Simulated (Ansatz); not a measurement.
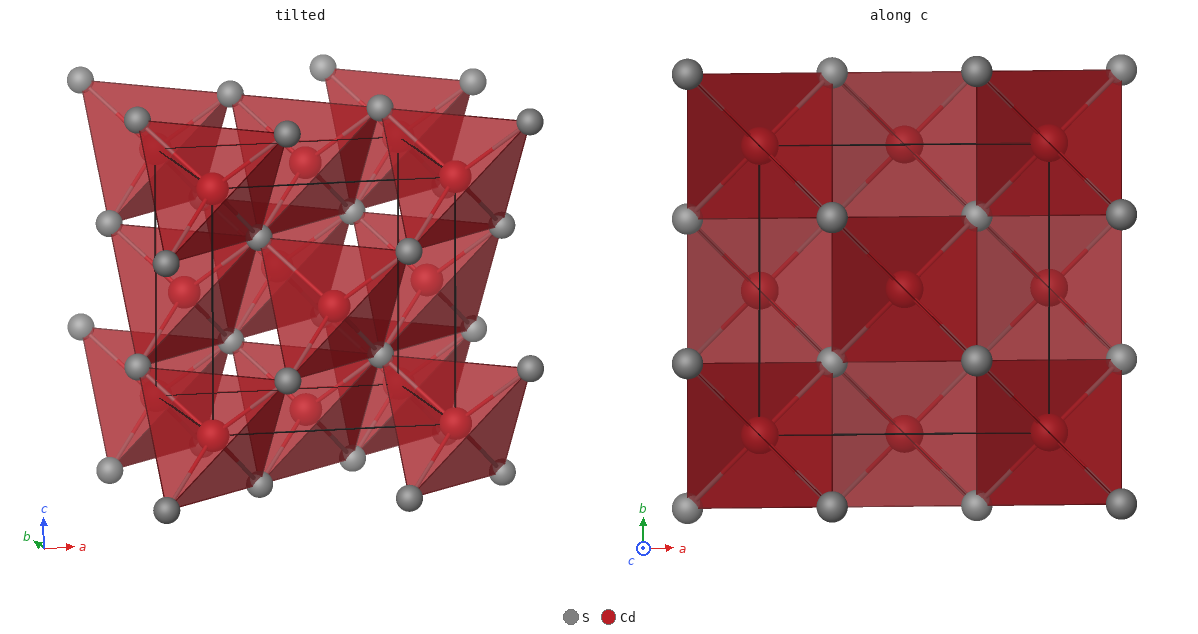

This polyhedral model is shown slightly off an axis and along the c axis. The lines enclose the drawn cell (a repeat of the simulation cell); boundary atoms appear with their images. Some atoms of the next cells are drawn as well. Cell: a = 5.886 Å, b = 5.886 Å, c = 5.886 Å, α = 89.43°, β = 89.43°, γ = 89.43°.

- Its composition is CdS.
- Strictly the space group is R3m (No. 160, within 0.01 Å). It is a distorted form of a face-centred cubic structure, space group F-43m (No. 216) within 0.25 Å: zinc blende (sphalerite type).
- In the cell are 4 Cd, 4 S, which makes 4 formula units.
- The polyhedra are CdS4 tetrahedra; they share corners.
- S bonds to four Cd in a tetrahedral arrangement at about 2.5 Å. Each Cd is bonded to four S in a tetrahedral arrangement at about 2.5 Å.
- The bonds build a three-dimensional framework.

The cell started as a structure listed in the Materials Project. The cell was then strained or its atoms displaced on purpose. It went into a calculation with Ansatz.
